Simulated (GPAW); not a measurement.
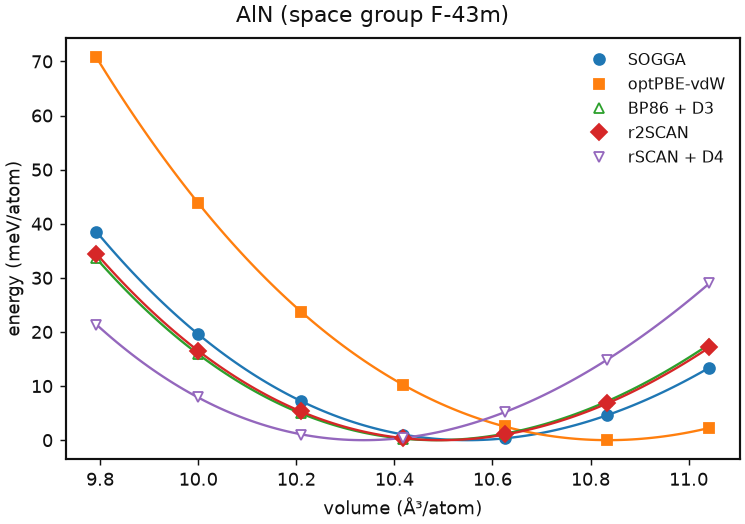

Plotted: energy against volume, with one curve for each functional, for AlN (space group F-43m).

How it was computed, with GPAW 26.7.0: PAW DFT in plane waves, on a grid or in atomic orbitals, no spin polarisation; energies at scaled volumes of the given cell, shape and fractions fixed, counted from the fit's minimum, third-order Birch-Murnaghan fit. All runs: no spin polarisation.

- k mesh: 10×10×10
- occupations: Fermi–Dirac
- smearing width: 0.05 eV
- wave cutoff: 800 eV

Settings that differ: SOGGA: potentials PAW-data-sets-made-by gpaw-setup-for-the-functional; optPBE-vdW: potentials GPAW-PAW-data-sets-(gpaw-data-1.2.1); BP86 + D3: potentials PAW-data-sets-made-by gpaw-setup-for-the-functional; r2SCAN: potentials GPAW-PAW-data-sets-(gpaw-data-1.2.1); rSCAN + D4: potentials GPAW-PAW-data-sets-(gpaw-data-1.2.1).

Keep in mind: the fit and the printed pressures don't fully agree, or the minimum lies near the end of the range (r2SCAN, rSCAN + D4).
